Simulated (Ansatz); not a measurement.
# AlN (P6_3mc): zone-centre modes under pressure

Wanted: Grüneisen parameters and pressure coefficients of the modes of AlN (P6_3mc).

Program: Ansatz 0.2.0. Level of theory: DFT LDA, scalar-relativistic, plane waves, PAW; PAW set soft_1. Results are calculated unless marked as measured.

The database entry behind the starting cell differs from later determinations by our own check (inner coordinate u about 0.002 short), so it need not match the best structure at ambient conditions.

## 1. Starting point

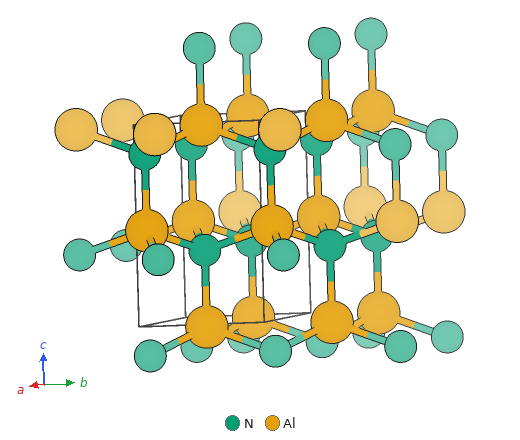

Start, viewed slightly off an axis; nitrogen teal, aluminium orange. 2×2×1 cells are drawn. Some periodic images of atoms are drawn too.

## 2. Relaxation

Harmonic phonons are second derivatives at a point where the forces vanish, and they are wanted at zero stress, so atoms and cell are relaxed first.

The input, input.yaml:

```yaml
crystal:
  lattice:
    - [3.113, 0.0, 0.0]
    - [-1.5565, 2.695937082, 0.0]
    - [0.0, 0.0, 4.981]
  atoms:
    - { symbol: "N", position: [0.33333333, 0.66666667, 0.38] }
    - { symbol: "N", position: [0.66666667, 0.33333333, 0.88] }
    - { symbol: Al, position: [0.33333333, 0.66666667, 0.0] }
    - { symbol: Al, position: [0.66666667, 0.33333333, 0.5] }
kpoints:
  mp_grid: { grid: [9, 9, 6] }
hamiltonian:
  xc: lda
  pseudopotentials: { kind: paw, azcp: { folder: soft_1 }, xc_functional: pbe }
scf:
  occupations: { method: gaussian, width: 0.02 }
output:
  forces: true
  stress: true
  eigenvalues: true
relax:
  adjacent_minimum: "off"
  f_tol: 0.005
  max_steps: 80
  cell: { stress_tol: 0.05 }
```

Command:

```
$ ansatz run input.yaml --threads 8 --pin off --max-ram 16384MiB --backend cpu --events-out ev --progress --plain --runs-dir out
```

Numbers of over 12 decimals in the logs are rounded to 6 here.

Output:

```text
Engine: ansatz 0.2.0, x86_64-unknown-linux-gnu
Pseudopotentials: kind: paw
Pseudopotential: N, paw, valence charge 5, recommended cutoff 420 eV (normal), soft_1/N.paw.azcp
Pseudopotential: Al, paw, valence charge 3, recommended cutoff 420 eV (normal), soft_1/Al.paw.azcp
Functional definition: SPW92
  exchange = slater_x
  correlation = pw_c
Crystal: 4 atoms, lattice volume = 41.803 Å³
Basis set: ecut = 420 eV, 809 PW (Γ)
Bands: 12, of which v1, the nominal top of the filled ones, is band 8 counted from 1 (7 counted from 0)
Symmetry: 12 space group operations
Space group: P63mc (ITA 186), of the structure as read, at distance tolerance 3.5e-5 Å
k-points: 48 of 486 (time reversal used)
Non-local potential: N, projectors of the file, l = 0: 2, l = 1: 2, l = 2: 1
Non-local potential: Al, projectors of the file, l = 0: 2, l = 1: 2, l = 2: 1
PAW form: soft (Blöchl's): semilocal exchange-correlation on the pseudo side does not see the compensation charge
PAW frozen core: N, regenerated for the run's functional, and the local potential with it (the file was generated under x = pbe(κ = 0.804, μ = 0.219515), c = pbe(β = 0.066725))
PAW frozen core: Al, regenerated for the run's functional, and the local potential with it (the file was generated under x = pbe(κ = 0.804, μ = 0.219515), c = pbe(β = 0.066725))
PAW one-centre angular grid: N, 110 points (default); XC on 64 Gauss nodes
PAW one-centre angular grid: Al, 110 points (default); XC on 64 Gauss nodes
Initial density: superposition of atomic densities (chi_scale 0.1, normalization cell, long waves kept (reshape's long-wave potential 0.00 eV rms))
Initial wavefunctions: pseudopotential atomic-orbital guess
Functional: x = slater, c = lda
SCF iter   1: F=—  HF=-1782.649356 eV  |F-HF|=—  |Δ(HF+E_count)|=         —  Δρ=1.33e-1  dr2=9.09e0  ethr=3.10e-3  ⟨swp⟩=5.8  Hψ=3644  notcnv=0
preconditioner: auto → none  [insulator: Δε(μ)=5.617 eV  Ē_g=14.157 eV  σ=0.020 eV  W_gap=1.00  n_scr=2 (ndim 8)  ℏωp=23.0 eV  f_vac=0.000  D(μ)=0.00/eV (n_scr^D=0)  ε∞_Penn≈3.6]
SCF iter   2: F=—  HF=-1779.833709 eV  |F-HF|=—  |Δ(HF+E_count)|=    2.82e0  Δρ=3.44e-2  dr2=3.38e-1  ethr=3.10e-3  ⟨swp⟩=2.9  Hψ=1689  notcnv=0
SCF iter   3: F=—  HF=-1779.712678 eV  |F-HF|=—  |Δ(HF+E_count)|=   1.21e-1  Δρ=1.28e-2  dr2=4.01e-2  ethr=2.11e-3  ⟨swp⟩=1.0  Hψ=664  notcnv=0
SCF iter   4: F=—  HF=-1779.697167 eV  |F-HF|=—  |Δ(HF+E_count)|=   1.55e-2  Δρ=4.61e-4  dr2=6.44e-5  ethr=2.50e-4  ⟨swp⟩=2.0  Hψ=766  notcnv=0
SCF iter   5: F=—  HF=-1779.697165 eV  |F-HF|=—  |Δ(HF+E_count)|=   2.13e-6  Δρ=4.39e-5  dr2=5.29e-7  ethr=4.02e-7  ⟨swp⟩=2.0  Hψ=914  notcnv=0
SCF iter   6: F=-1779.697165 eV  HF=-1779.697165 eV  |F-HF|=5.40e-10  |Δ(HF+E_count)|=   7.84e-8  Δρ=6.53e-6  dr2=5.24e-9  ethr=6.25e-10  ⟨swp⟩=5.1  Hψ=3021  notcnv=0
SCF 1 converged in 6 iterations: F = -1779.697165 eV  dr2 = 5.24e-9
  greatest PAW one-centre occupation: 0.781 electrons in one spin orbital (limit 2), on the N atom at site 1 (counted from 0), in its partial waves of l = 0
relax step   1: F+E_penalty+E_count = -1779.69716464 eV  Δ(F+E_penalty+E_count) = +0.000e0 eV  max|allowed force component| = 1.169e-1 eV/Å  Δτ_max = 0.0000 Å  P = -4.674 GPa  Ω = 41.803 Å³  (6 SCF iters, dr2 threshold 1.00e-7 eV, accepted)
Crystal: 4 atoms, lattice volume = 41.320 Å³
Basis set: ecut = 420 eV, 785 PW (Γ)
Initial density: handed on by an earlier stage of this run
Initial wavefunctions: those handed on with the density
iter 1 solved again at ethr=2.20e-5 eV; its pass at ethr=3.10e-3 eV (dr2=3.52e-3 eV) is discarded
SCF iter   1: F=—  HF=-1779.710611 eV  |F-HF|=—  |Δ(HF+E_count)|=         —  Δρ=2.76e-3  dr2=3.57e-3  ethr=2.20e-5  ⟨swp⟩=1.0  Hψ=3606  notcnv=0
preconditioner: auto → none  [insulator: Δε(μ)=4.356 eV  Ē_g=13.072 eV  σ=0.020 eV  W_gap=1.00  n_scr=2 (ndim 8)  ℏωp=23.1 eV  f_vac=0.000  D(μ)=0.00/eV (n_scr^D=0)  ε∞_Penn≈4.1]
SCF iter   2: F=—  HF=-1779.709508 eV  |F-HF|=—  |Δ(HF+E_count)|=   1.10e-3  Δρ=4.46e-4  dr2=8.15e-5  ethr=2.20e-5  ⟨swp⟩=2.1  Hψ=1034  notcnv=0
SCF iter   3: F=—  HF=-1779.709470 eV  |F-HF|=—  |Δ(HF+E_count)|=   3.81e-5  Δρ=1.65e-4  dr2=7.77e-6  ethr=5.10e-7  ⟨swp⟩=1.9  Hψ=849  notcnv=0
iter 4 did not close the SCF: its close was put off for the readings that it lacked (scf_convergence_deferred on its scf_iter line)
SCF iter   4: F=-1779.709466 eV  HF=-1779.709466 eV  |F-HF|=7.05e-9  |Δ(HF+E_count)|=   4.54e-6  Δρ=9.25e-6  dr2=2.03e-8  ethr=4.86e-8  ⟨swp⟩=2.0  Hψ=866  notcnv=0
iter 5 did not close the SCF: its close was put off for the readings that it lacked (scf_convergence_deferred on its scf_iter line)
SCF iter   5: F=-1779.709466 eV  HF=-1779.709466 eV  |F-HF|=1.09e-10  |Δ(HF+E_count)|=   2.30e-9  Δρ=1.34e-6  dr2=4.15e-10  ethr=1.27e-10  ⟨swp⟩=2.6  Hψ=976  notcnv=0
SCF iter   6: F=-1779.709466 eV  HF=-1779.709466 eV  |F-HF|=1.82e-12  |Δ(HF+E_count)|=  3.96e-11  Δρ=1.41e-7  dr2=4.06e-12  ethr=2.60e-12  ⟨swp⟩=1.0  Hψ=1759  notcnv=0
the search or the solves at the SCF's close seem to have found levels that the self-consistency loop had missed (the run counts 1). By its estimate they hold under 1e-12 electrons; where the run keeps them, the occupations were computed again with them
SCF 2 converged in 6 iterations: F = -1779.709466 eV  dr2 = 4.06e-12
  greatest PAW one-centre occupation: 0.782 electrons in one spin orbital (limit 2), on the N atom at site 1 (counted from 0), in its partial waves of l = 0
relax step   2: F+E_penalty+E_count = -1779.70946563 eV  Δ(F+E_penalty+E_count) = -1.230e-2 eV  max|allowed force component| = 9.115e-2 eV/Å  Δτ_max = 0.0011 Å  P = -2.340 GPa  Ω = 41.320 Å³  energy of the carried Pulay correction = +1.123e-3 eV  (6 SCF iters, dr2 threshold 4.00e-7 eV, accepted)
Crystal: 4 atoms, lattice volume = 40.834 Å³
iter 1 solved again at ethr=2.35e-5 eV; its pass at ethr=3.10e-3 eV (dr2=3.76e-3 eV) is discarded
SCF iter   1: F=—  HF=-1779.715848 eV  |F-HF|=—  |Δ(HF+E_count)|=         —  Δρ=2.89e-3  dr2=3.82e-3  ethr=2.35e-5  ⟨swp⟩=1.0  Hψ=3632  notcnv=0
preconditioner: auto → none  [insulator: Δε(μ)=4.449 eV  Ē_g=13.165 eV  σ=0.020 eV  W_gap=1.00  n_scr=2 (ndim 8)  ℏωp=23.2 eV  f_vac=0.000  D(μ)=0.00/eV (n_scr^D=0)  ε∞_Penn≈4.1]
SCF iter   2: F=—  HF=-1779.714652 eV  |F-HF|=—  |Δ(HF+E_count)|=   1.20e-3  Δρ=4.87e-4  dr2=9.24e-5  ethr=2.35e-5  ⟨swp⟩=2.1  Hψ=1033  notcnv=0
SCF iter   3: F=—  HF=-1779.714611 eV  |F-HF|=—  |Δ(HF+E_count)|=   4.16e-5  Δρ=1.75e-4  dr2=8.30e-6  ethr=5.77e-7  ⟨swp⟩=2.0  Hψ=878  notcnv=0
iter 4 did not close the SCF: its close was put off for the readings that it lacked (scf_convergence_deferred on its scf_iter line)
SCF iter   4: F=-1779.714606 eV  HF=-1779.714606 eV  |F-HF|=1.21e-8  |Δ(HF+E_count)|=   4.79e-6  Δρ=1.17e-5  dr2=3.00e-8  ethr=5.19e-8  ⟨swp⟩=2.0  Hψ=863  notcnv=0
iter 5 did not close the SCF: its close was put off for the readings that it lacked (scf_convergence_deferred on its scf_iter line)
SCF iter   5: F=-1779.714606 eV  HF=-1779.714606 eV  |F-HF|=1.13e-10  |Δ(HF+E_count)|=   5.09e-9  Δρ=2.09e-6  dr2=9.18e-10  ethr=1.88e-10  ⟨swp⟩=2.4  Hψ=968  notcnv=0
SCF iter   6: F=-1779.714606 eV  HF=-1779.714606 eV  |F-HF|=1.36e-12  |Δ(HF+E_count)|=  2.27e-11  Δρ=1.36e-7  dr2=4.30e-12  ethr=5.74e-12  ⟨swp⟩=1.0  Hψ=1660  notcnv=0
SCF 3 converged in 6 iterations: F = -1779.714606 eV  dr2 = 4.30e-12
  greatest PAW one-centre occupation: 0.783 electrons in one spin orbital (limit 2), on the N atom at site 1 (counted from 0), in its partial waves of l = 0
relax step   3: F+E_penalty+E_count = -1779.71460584 eV  Δ(F+E_penalty+E_count) = -5.140e-3 eV  max|allowed force component| = 3.032e-2 eV/Å  Δτ_max = 0.0023 Å  P = +0.136 GPa  Ω = 40.834 Å³  energy of the carried Pulay correction = +2.266e-3 eV  (6 SCF iters, dr2 threshold 4.00e-7 eV, accepted)
[...]
relax step   4: F+E_penalty+E_count = -1779.71464585 eV  Δ(F+E_penalty+E_count) = -4.002e-5 eV  max|allowed force component| = 1.780e-3 eV/Å  Δτ_max = 0.0018 Å  P = +0.018 GPa  Ω = 40.851 Å³  energy of the carried Pulay correction = +2.226e-3 eV  (6 SCF iters, dr2 threshold 9.99e-8 eV, accepted)
[...]
relax step   5: F+E_penalty+E_count = -1779.71464732 eV  Δ(F+E_penalty+E_count) = -1.471e-6 eV  max|allowed force component| = 4.264e-4 eV/Å  Δτ_max = 0.0003 Å  P = -0.002 GPa  Ω = 40.856 Å³  energy of the carried Pulay correction = +2.212e-3 eV  (6 SCF iters, dr2 threshold 7.55e-8 eV, accepted)
[...]
relax step   6: F+E_penalty+E_count = -1779.71273323 eV  Δ(F+E_penalty+E_count) = +1.914e-3 eV  max|allowed force component| = 3.763e-4 eV/Å  Δτ_max = 0.0000 Å  P = -0.096 GPa  Ω = 40.856 Å³  stress off target by 1.04e-1 GPa  SCF on the basis re-selected at this cell (its energy is not comparable with the rows above)  (6 SCF iters)
[...]
relax step   7: F+E_penalty+E_count = -1779.71278119 eV  Δ(F+E_penalty+E_count) = -4.797e-5 eV  max|allowed force component| = 5.481e-6 eV/Å  Δτ_max = 0.0000 Å  P = -0.001 GPa  Ω = 40.838 Å³  energy of the carried Pulay correction = +4.239e-5 eV  (6 SCF iters, dr2 threshold 2.69e-8 eV, accepted)
iter 1 solved again at ethr=1.01e-8 eV; its pass at ethr=3.10e-3 eV (dr2=1.62e-6 eV) is discarded
SCF iter   1: F=—  HF=-1779.712745 eV  |F-HF|=—  |Δ(HF+E_count)|=         —  Δρ=3.43e-6  dr2=5.59e-10  ethr=1.01e-8  ⟨swp⟩=3.0  Hψ=5557  notcnv=0
preconditioner: auto → none  [insulator: Δε(μ)=4.416 eV  Ē_g=13.144 eV  σ=0.020 eV  W_gap=1.00  n_scr=2 (ndim 8)  ℏωp=23.2 eV  f_vac=0.000  D(μ)=0.00/eV (n_scr^D=0)  ε∞_Penn≈4.1]
SCF iter   2: F=—  HF=-1779.712745 eV  |F-HF|=—  |Δ(HF+E_count)|=  8.30e-10  Δρ=1.67e-6  dr2=1.22e-10  ethr=3.49e-12  ⟨swp⟩=2.3  Hψ=949  notcnv=0
iter 3 did not close the SCF: its close was put off for the readings that it lacked (scf_convergence_deferred on its scf_iter line)
SCF iter   3: F=-1779.712745 eV  HF=-1779.712745 eV  |F-HF|=3.64e-12  |Δ(HF+E_count)|=  1.77e-10  Δρ=2.57e-7  dr2=8.63e-12  ethr=1.00e-12  ⟨swp⟩=1.4  Hψ=677  notcnv=0
iter 4 did not close the SCF: its close was put off for the readings that it lacked (scf_convergence_deferred on its scf_iter line)
SCF iter   4: F=-1779.712745 eV  HF=-1779.712745 eV  |F-HF|=4.55e-13  |Δ(HF+E_count)|=  1.36e-12  Δρ=2.64e-8  dr2=1.33e-13  ethr=1.00e-12  ⟨swp⟩=1.0  Hψ=576  notcnv=0
iter 5 did not close the SCF: its close was put off for the readings that it lacked (scf_convergence_deferred on its scf_iter line)
SCF iter   5: F=-1779.712745 eV  HF=-1779.712745 eV  |F-HF|=0.00e0  |Δ(HF+E_count)|=    0.00e0  Δρ=5.14e-9  dr2=1.09e-14  ethr=1.00e-12  ⟨swp⟩=1.0  Hψ=576  notcnv=0
iter 6 did not close the SCF: its close was put off for the readings that it lacked (scf_convergence_deferred on its scf_iter line)
SCF iter   6: F=-1779.712745 eV  HF=-1779.712745 eV  |F-HF|=0.00e0  |Δ(HF+E_count)|=    0.00e0  Δρ=1.96e-9  dr2=1.57e-15  ethr=1.00e-12  ⟨swp⟩=1.0  Hψ=576  notcnv=0
SCF iter   7: F=-1779.712745 eV  HF=-1779.712745 eV  |F-HF|=2.27e-13  |Δ(HF+E_count)|=  2.27e-13  Δρ=1.39e-10  dr2=6.14e-18  ethr=1.00e-12  ⟨swp⟩=1.0  Hψ=1344  notcnv=0
SCF 8 converged in 7 iterations: F = -1779.712745 eV  dr2 = 6.14e-18
relax step   8: F+E_penalty+E_count = -1779.71274497 eV  Δ(F+E_penalty+E_count) = +3.622e-5 eV  max|allowed force component| = 2.564e-5 eV/Å  Δτ_max = 0.0000 Å  P = -0.002 GPa  Ω = 40.838 Å³  stress off target by 3.35e-3 GPa  SCF on the basis re-selected at this cell (its energy is not comparable with the rows above)  (7 SCF iters)
basis re-selected at this cell: Δ(F+E_penalty+E_count) = +3.622e-5 eV, ΔP = -0.001 GPa vs the last step (what re-selecting the basis moved, of the pressure what is left beyond the Pulay correction that the steps carried, after the strain that the cell walked since its last selection, with what the two solves' SCF thresholds leave and, on support functions, any second-order correction that the steps lacked; it is no m [...]
SCF converged after 7 iterations
Free energy (F): -1779.712745 eV
Harris-Foulkes:  -1779.712745 eV  (|F-HF|=2.27e-13)
Internal energy: -1779.712745 eV  (E = F + TS)
E sigma→0 (E₀):  -1779.712745 eV
Fermi energy:    9.303162 eV
--- Per-component energies (eV) ---
  E_band       = 29.386843
  E_kinetic    = 313.985346
  E_local      = -417.738019  (includes V_loc(G=0)·N_el)
  E_nonlocal   = 93.398245
  E_hartree    = 152.386880
  E_xc         = -196.400463
  E_vxc        = -213.861940  (∫ρ·V_xc dr)
  E_paw        = -1129.325579  (= ΣΔE_a)
  E_vpaw       = -51.172189  (= ΣTr[D̂ρ^β])
  E_aug_tail   = 0.001642  (compensation charges beyond the density's cutoff)
  E_ewald      = -596.292316
  E_core_change = 0.271521  (= ΣΔE_core)
  E_smearing   = -0.000000  (= −TS)
  E_closure    = 0.000000  (closes the sum)
  Σ components = -1779.712745   (vs F -1779.712745, Δ=0.00e0)
--- Forces (eV/Å), atoms counted from 1 ---
  atom   1  N     -0.00000000     0.00000000    -0.00002148
  atom   2  N      0.00000000     0.00000000    -0.00002148
  atom   3  Al    -0.00000000    -0.00000000     0.00002981
  atom   4  Al    -0.00000000     0.00000000     0.00002981
  max |Σ_I F_I| component: 1.67e-5 eV/Å
--- Stress (GPa, compression-positive) ---
       -0.001965      -0.000000      -0.000000
       -0.000000      -0.001965      -0.000000
       -0.000000      -0.000000      -0.003345
  P = ⅓ Tr σ = -0.0024 GPa (-0.024 kbar)
--- Band table (eV; the first three rows and the last of 48) ---
  k-point 0: bands = [... 4 lower, 6.2090, 6.8672, 6.8672, 7.0953, 11.5111, 13.8318, 17.7538, 18.2026]
  k-point 1: bands = [... 4 lower, 6.2507, 6.4977, 6.8205, 6.8205, 11.9883, 13.9061, 17.5741, 18.1707]
  k-point 2: bands = [... 4 lower, 6.3658, 6.3658, 6.6950, 6.6950, 12.9180, 13.9913, 17.2792, 18.2228]
  k-point 47: bands = [... 4 lower, 3.1126, 3.1126, 6.2892, 6.2892, 14.4551, 14.4551, 14.9279, 14.9279]
--- Relaxed structure (6 steps of the walk, 6 accepted, 2 SCFs on fresh bases) ---
  F+E_penalty+E_count = -1779.71274497 eV   max|allowed force component| = 2.564e-5 eV/Å   (the final SCF, on the basis selected at the relaxed cell)
  cell:  # Å, volume = 40.8382 Å³
    - [3.088622, 9.021499302827641e-19, 0]
    - [-1.544311, 2.674826, 0]
    - [0, 0, 4.943175]
  atoms:
    - { symbol: N, position: [0.333333, 0.666667, 0.380990] }
    - { symbol: N, position: [0.666667, 0.333333, 0.880990] }
    - { symbol: Al, position: [0.333333, 0.666667, -0.000990245] }
    - { symbol: Al, position: [0.666667, 0.333333, 0.499010] }
```

Run time: 3.6 s. Hardware: 8 threads of AMD EPYC 7B13 (Zen 3), shared host; peak memory 0.44 GiB.

Step by step:

```
step  energy less that of the first step (eV)  largest force component (eV/Å)  pressure (GPa)  volume (Å³)
   1                                   0.0000                          0.1169           -4.67        41.80
   2                                  -0.0123                          0.0912           -2.34        41.32
   3                                  -0.0174                          0.0303            0.14        40.83
   4                                  -0.0175                          0.0018            0.02        40.85
   5                                  -0.0175                          0.0004            0.00        40.86
  6*                                  -0.0156                          0.0004           -0.10        40.86
   7                                  -0.0156                          0.0000            0.00        40.84
  8*                                  -0.0156                          0.0000            0.00        40.84
```

Relaxation steps marked * repeat the geometry before them on a plane-wave basis chosen anew for their cell, so energy and pressure can jump there.

The run keeps the 12 symmetry operations that it works with, so distortions that break them were not tested.

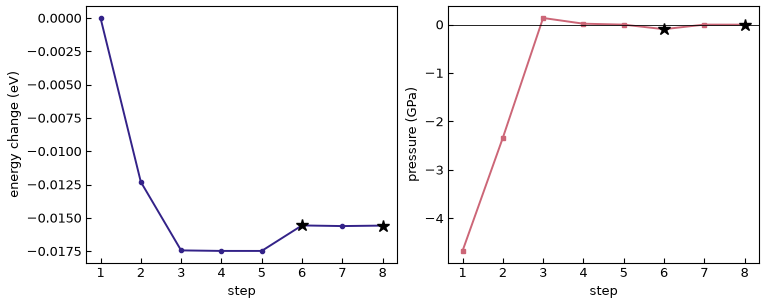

Energy and pressure along the relaxation. Stars mark steps on a basis chosen anew.

```
conventional cell, symmetrised  before  after  change
                         a (Å)   3.113  3.089  -0.8 %
                         b (Å)   3.113  3.089  -0.8 %
                         c (Å)   4.981  4.943  -0.8 %
              volume (Å³/atom)   10.45  10.21  -2.3 %
```

The relaxed structure:

```
N Al
1.0
     3.08862    0.00000    0.00000
    -1.54431    2.67483    0.00000
     0.00000    0.00000    4.94318
N Al
2 2
Direct
  0.33333 0.66667 0.38099
  0.66667 0.33333 0.88099
  0.33333 0.66667 0.99901
  0.66667 0.33333 0.49901
```

Numbers from this step:

```yaml
pressure: -0.002425 GPa
gap_on_the_k_mesh: 4.416 eV
volume_per_atom: 10.21 Å³
```

In this step the volume went from 10.45 to 10.21 Å³/atom.

## 3. Tight relaxation

Phonons need small forces and stress, so the relaxation is finished with tight tolerances on 9×9×6 k points.

The input, input.yaml:

```yaml
crystal:
  lattice:
    - [3.0886224675, 0.0, 0.0]
    - [-1.5443112337, 2.6748255195, 0.0]
    - [0.0, 0.0, 4.9431753226]
  atoms:
    - { symbol: "N", position: [0.3333333333, 0.6666666667, 0.3809902453] }
    - { symbol: "N", position: [0.6666666667, 0.3333333333, 0.8809902453] }
    - { symbol: Al, position: [0.3333333333, 0.6666666667, -0.0009902453] }
    - { symbol: Al, position: [0.6666666667, 0.3333333333, 0.4990097547] }
kpoints:
  mp_grid: { grid: [9, 9, 6] }
hamiltonian:
  xc: lda
  pseudopotentials: { kind: paw, azcp: { folder: soft_1 }, xc_functional: pbe }
scf:
  occupations: { method: fixed }
output:
  forces: true
  stress: true
  eigenvalues: true
  write_density: true
  write_potential: true
  elf: true
  volumetric_format: npy
relax:
  adjacent_minimum: "off"
  f_tol: 0.001
  max_steps: 60
  cell: { stress_tol: 0.01 }
```

Output:

```text
[...]
Crystal: 4 atoms, lattice volume = 40.838 Å³
Basis set: ecut = 420 eV, 785 PW (Γ)
Bands: 12, of which v1, the nominal top of the filled ones, is band 8 counted from 1 (7 counted from 0)
Symmetry: 12 space group operations
[...]
k-points: 48 of 486 (time reversal used)
[...]
--- Relaxed structure (1 steps of the walk, 1 accepted, 1 SCFs on fresh bases) ---
[...]
cell:  # Å, volume = 40.8382 Å³
    - [3.088622, -2.88675155478305e-11, 0.0]
    - [-1.544311, 2.674826, 0.0]
    - [0.0, 0.0, 4.9431753226]
  atoms:
    - { symbol: N, position: [0.333333, 0.666667, 0.380990] }
    - { symbol: N, position: [0.666667, 0.333333, 0.880990] }
    - { symbol: Al, position: [0.333333, 0.666667, -0.000990245] }
    - { symbol: Al, position: [0.666667, 0.333333, 0.499010] }
[key lines of the parts left out:]
SCF converged after 5 iterations
Free energy (F): -1779.712745 eV
Fermi energy:    7.095270 eV
P = ⅓ Tr σ = -0.0024 GPa (-0.024 kbar)
```

Run time: 0.87 s. Hardware: 8 threads; peak memory 0.42 GiB; 4.9 s of CPU time.

Little changed from the start: no atom moved by 0.005 Å and no cell edge by 0.1 %.

Numbers from this step:

```
pressure : -0.002424 GPa
```

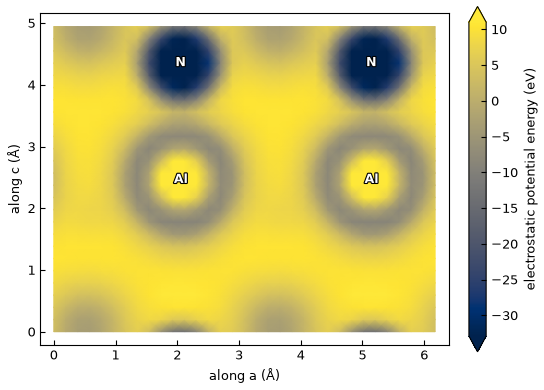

Electrostatic potential energy in the ac plane at fractional y = 0.333, with atoms of N and Al within 0.2 Å of it. With pseudopotentials it is smooth inside the atoms' cores, unlike the true potential.

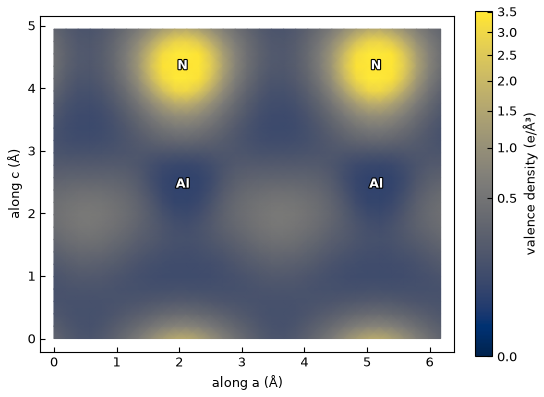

Valence density in the ac plane at fractional y = 0.333, with atoms of N and Al within 0.2 Å of it. It is the smooth field of the valence electrons, not physical close to the nuclei. The colour scale is stretched toward low values.

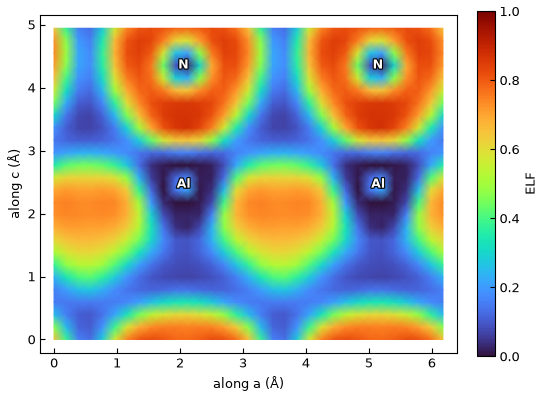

ELF in the ac plane at fractional y = 0.333, with atoms of N and Al within 0.2 Å of it. It is the smooth field of the valence electrons, not physical close to the nuclei.

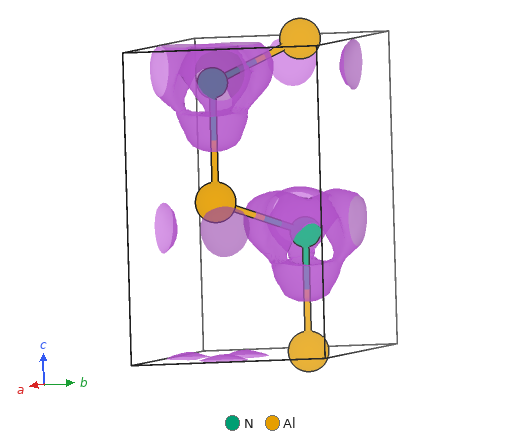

Surface of ELF = 0.81.

The largest force component left is 0.030 meV/Å and the pressure is -0.002 GPa, within the tolerances set. The cell now holds 10.21 Å³/atom.

(Part 1 of 4 ends here.)

[Logs are printed without paths, hosts, clocks, repeated set-up lines and the standing remarks that a program may print on its own settings, such as how far it seeks lower states.]

[Hosts, paths, dates, database ids (printed as entryN), source tags and the programs' standing remarks are cut or masked in the printed files.]
